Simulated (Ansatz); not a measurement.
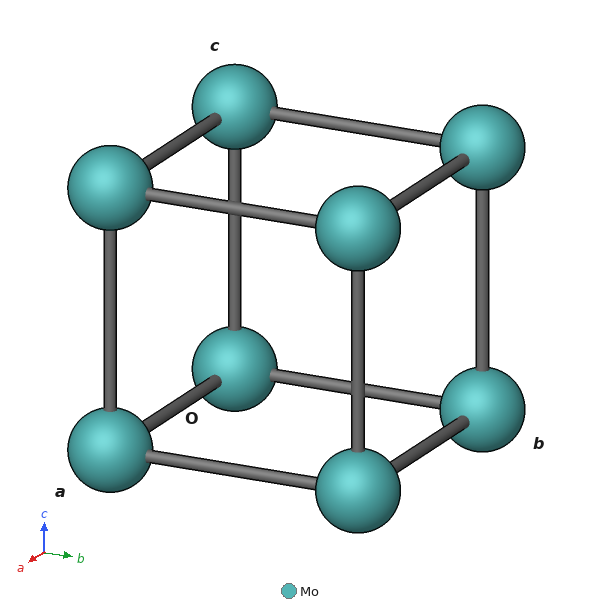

One unit cell is drawn above. Crystal: Mo, the end point of a relaxation with DFT, revPBE, plane waves (420 eV) with PAW, scalar-relativistic in Ansatz 0.2.0; the starting structure was generated, so it need not be a known form of this composition. Symmetry computed with spglib at a tolerance of 0.002 Å; standard conventional cell.

```xyz
1
Lattice="2.6137 0.0000 0.0000 0.0000 2.6137 0.0000 0.0000 0.0000 2.6137" Properties=species:S:1:pos:R:3 pbc="T T T"
Mo    0.0000    0.0000    0.0000
```

Question: What is its point group?

Answer: m-3m (Oh), order 48, cubic system: three fourfold axes, four threefold axes, six twofold axes, nine mirror planes, an inversion centre.

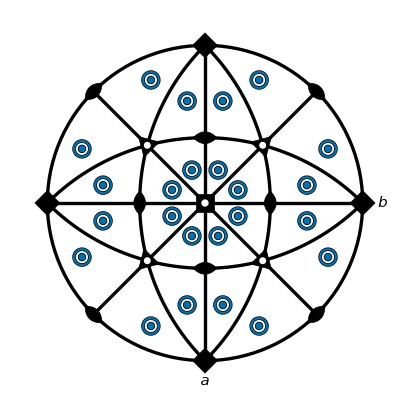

Stereographic projection: filled dots lie in the upper hemisphere, open rings in the lower; heavy lines are mirror planes (a heavy rim: a mirror in the plane of the page); lens, triangle, square and hexagon are 2-, 3-, 4- and 6-fold axes, a lens in an open square is −4, a triangle in an open hexagon −6; thin dashed diameters join the ends of axes that lie in the page; a small open circle marks inversion. The poles are one general form. The c axis points at the viewer.

Question: What does this class allow?

Answer: Class m-3m is centrosymmetric, so neither piezoelectric nor pyroelectric; it is not chiral. Its Laue class is m-3m.
